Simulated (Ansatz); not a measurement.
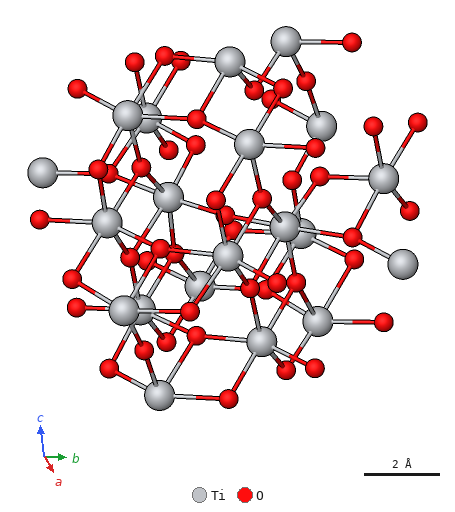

A defect cell of composition Ti₉O₂₀ (cell charge −4), before the relaxation. Style: ball-and-stick. Shown: the atoms within 5.8 Å of the atom that moves most (axes of the cell of the calculation), from a free direction.

All numbers below come from Ansatz, DFT PBEsol, scalar-relativistic, plane waves, PAW.

Set-up: plane-wave cutoff 420 eV; k-point mesh 2 × 2 × 2; occupations gaussian; smearing width 0.02 eV; mesh shifted by (0.5, 0.5, 0.5); collinear spin; atoms relaxed in a fixed cell; force threshold 0.03 eV/Å; at most 40 steps.

```xyz
29
Lattice="-5.6532 1.8844 -4.7792 -1.8844 -5.6532 4.7792 1.8844 5.6532 4.7792" Properties=species:S:1:pos:R:3 pbc="T T T"
Ti   -5.6251    1.9051    4.7675
Ti   -3.8154    3.7476   -0.0109
Ti   -3.7549   -0.0379    0.0122
Ti   -1.9104   -1.8506    4.7904
Ti   -3.7293    1.9018    2.5051
Ti   -1.9111    0.0462    7.0536
Ti   -0.0561    1.8655    2.5041
Ti   -5.6610    0.0004   -2.3901
Ti   -3.7590   -1.9296    2.2737
O    -3.8525    1.8980    4.3318
O    -1.9045   -0.0069   -0.3444
O     0.0435    1.8853    4.3168
O    -5.6599    0.0039   -0.4065
O    -3.7654   -1.8789    4.4386
O    -3.7886    0.0608    2.0424
O     0.0107    3.7075    2.0452
O    -5.6154    1.8769   -2.7762
O    -3.8250    3.7755    2.0036
O    -3.7962   -3.7675    2.3749
O    -3.7798    1.8962    0.3417
O    -1.9182   -0.0705    5.2380
O    -1.8873   -3.7810    5.1228
O    -3.7789    5.6531    0.4060
O    -3.7642   -1.8178    0.4517
O    -1.8982    1.8667    2.4042
O    -0.0691   -0.0090    7.5125
O    -5.6001   -1.8721    2.7366
O    -1.8997    5.6040    2.7750
O    -1.8855   -1.8405    2.7768
```

What does the optimiser find from here?

Answer. Over 3 geometry steps the energy falls by 0.214 eV per cell of the calculation. Largest force component: 0.78 eV/Å at the start, 0.016 eV/Å at the end. The largest moves, 0.060 Å, are those of O19 and O25. O25 goes along [0 2 3]. Largest moves by element: O 0.060 Å, Ti 0.042 Å. The lattice vectors keep their values. Among the contacts that change: Ti1–O26 2.037 → 1.981 Å, Ti2–O27 2.034 → 1.980 Å, Ti1–Ti6 3.159 → 3.116 Å, Ti9–O14 2.166 → 2.134 Å. Bond angles that change, for instance: Ti5–O25–Ti7 173.7° → 178.6°, O20–Ti5–O25 88.2° → 92.3°, O25–Ti5–O26 176.1° → 172.6°. The program noted that the starting moments weren't kept.

Step by step:

| step | E − E(0), meV/atom | largest force component, eV/Å |
| --- | --- | --- |
| 0 | 0.00 | 0.7775 |
| 1 | -5.54 | 0.3503 |
| 2 | -7.30 | 0.0599 |
| 3 | -7.38 | 0.0165 |

After the run, drawn alike:

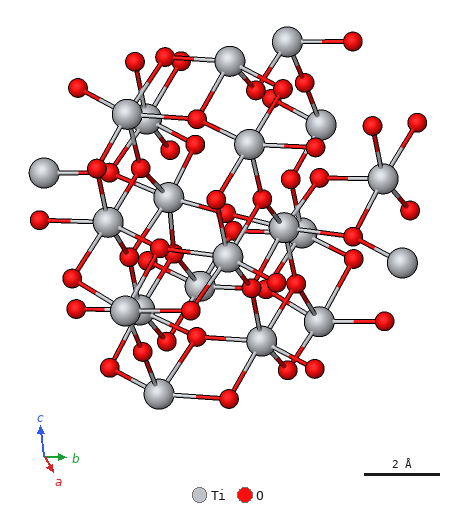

Limits of the set-up: the periodic images lie only 7.6 Å apart, so the values are limited by the cell's size; the cell is charged, on a uniform background, and energies carry no finite-size correction.
